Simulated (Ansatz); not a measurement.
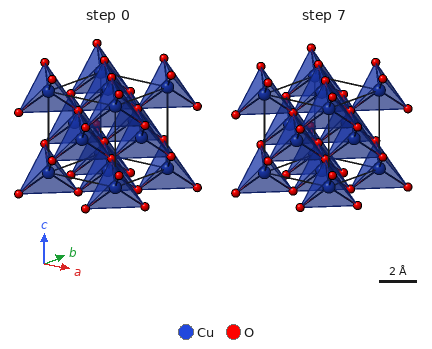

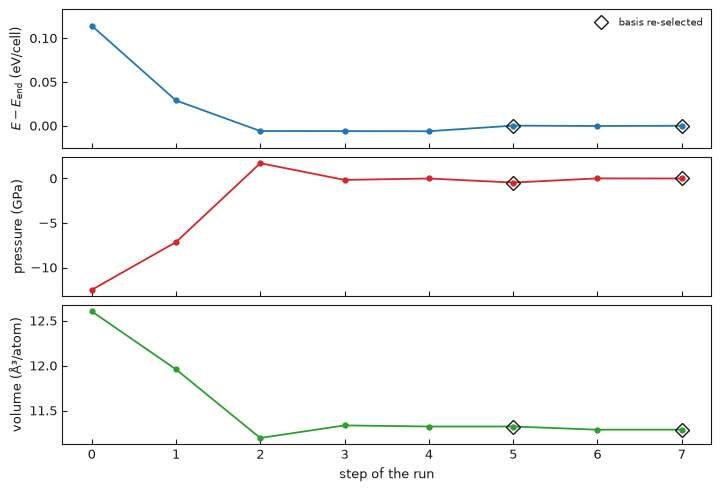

First and last geometry of a relaxation of a crystal of CuO (a generated structure, set up in F-43m), with the history of the run. A polyhedral model of the conventional cell (4 times the calculation's cell), seen from a free direction. Lengths and directions refer to the drawn axes.

The run lets cell and atoms move.

Computed with Kohn-Sham DFT of a periodic cell, PBE with D3(BJ), Ansatz PAW (Ansatz).

Input file:
```yaml
crystal:
  lattice:
    - [0.0, 2.32725273, 2.32725273]
    - [2.32725273, 0.0, 2.32725273]
    - [2.32725273, 2.32725273, 0.0]
  atoms:
    - { symbol: Cu, position: [0.0, 0.0, 0.0] }
    - { symbol: O, position: [0.25, 0.25, 0.25] }
hamiltonian:
  xc: pbe
  pseudopotentials: { kind: paw }
  dispersion: d3bj
kpoints:
  mp_grid: { grid: [10, 10, 10] }
scf:
  occupations: { method: fermi_dirac, width: 0.05 }
output:
  forces: true
  stress: true
  eigenvalues: true
relax:
  f_tol: 0.01
  max_steps: 40
  cell: { stress_tol: 0.05 }
```

Launched with:
```bash
ansatz run input.yaml --threads 2 --pin off --max-ram 5632MiB --backend cpu --events-out ev --progress --plain --runs-dir out
```

What do the curves and the structures tell?

Answer. It converged. The energy falls by 0.114 eV per cell of the calculation in 5 accepted moves (7 points after the start). All forces vanish by symmetry, so only the cell relaxes. Pressure: −12.51 GPa at the start and 0.00 GPa at the end. The SCF was repeated twice at an unchanged geometry on a basis and grid sized afresh for the cell, which shifted the energy by 6.4 meV per cell of the calculation at most. The atoms keep their places relative to the cell (all moves are under 0.005 Å). Cell: a = b = c 4.655 → 4.486 Å (−3.6 %). Volume −10.5 %. Near-neighbour distances that change, for instance: Cu–O 2.015 → 1.943 Å. The space group stays F-43m (No. 216).

```
step  E − E(0), meV/atom  pressure, GPa  volume, Å³/atom                      note
   0                0.00         -12.51           12.605                          
   1              -42.72          -7.15           11.959                          
   2              -60.15           1.71           11.195                          
   3              -60.22          -0.16           11.335                          
   4              -60.28           0.00           11.323                          
   5              -57.09          -0.46           11.323  same geometry, new basis
   6              -57.28           0.01           11.287                          
   7              -57.17           0.00           11.287  same geometry, new basis
```

Limits of the set-up: an element that often carries a moment was run without spin polarisation.
